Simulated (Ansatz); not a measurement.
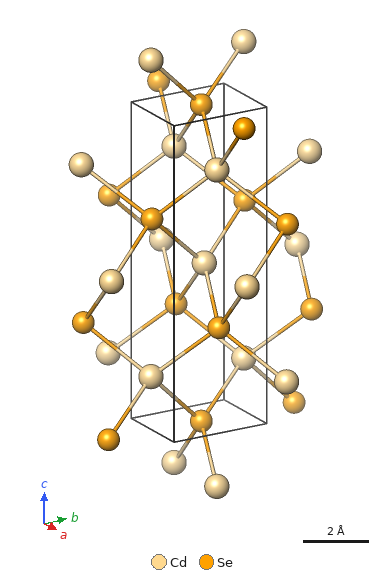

The image is a ball-and-stick drawing of a crystal, viewed slightly off an axis. One conventional unit cell is framed, with atoms on its boundary repeated. Atoms of adjacent cells appear where they bond to atoms in the box. Cell: a = 4.28 Å, b = 4.28 Å, c = 9.94 Å, α = 90.00°, β = 90.00°, γ = 120.00°.

The cell started as a structure type filled with these elements by a generator (whether the compound takes this form wasn't checked). Earlier steps of the study may have refined or changed the cell and positions. It went into a calculation with Ansatz.

Question: Notes on the structure:

Answer: The stoichiometry is CdSe. The space group is P3_221 (No. 154); the lattice is primitive hexagonal. Cell content: 3 Cd, 3 Se, that is 3 formula units. Each Cd atom is coordinated by four Se at about 2.7 to 2.8 Å. Each Se atom is coordinated by four Cd at about 2.7 to 2.8 Å. The bonds build a three-dimensional framework.

Computational set-up: DFT r2SCAN, scalar-relativistic, plane waves, PAW (Ansatz), a cutoff energy of 500 eV, 12×12×4 k-mesh, Gaussian smearing of 0.1 eV, no spin polarisation.

Question: What does the calculation say: metal or gapped?

Answer: A semiconductor at this level, with a gap of 0.48 eV, indirect.

Question: List the Bader charges.

Answer: Cd +0.84 e; Se -0.84 e.

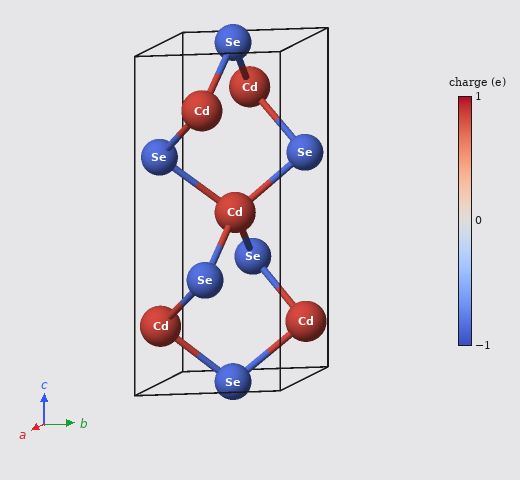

The atoms coloured by those charges. The run's cell of 6 atoms is drawn.

Question: Do the forces and the stress vanish for this geometry?

Answer: No. The largest force is 0.01 eV/Å. The pressure is -1.6 GPa, so the cell would contract.
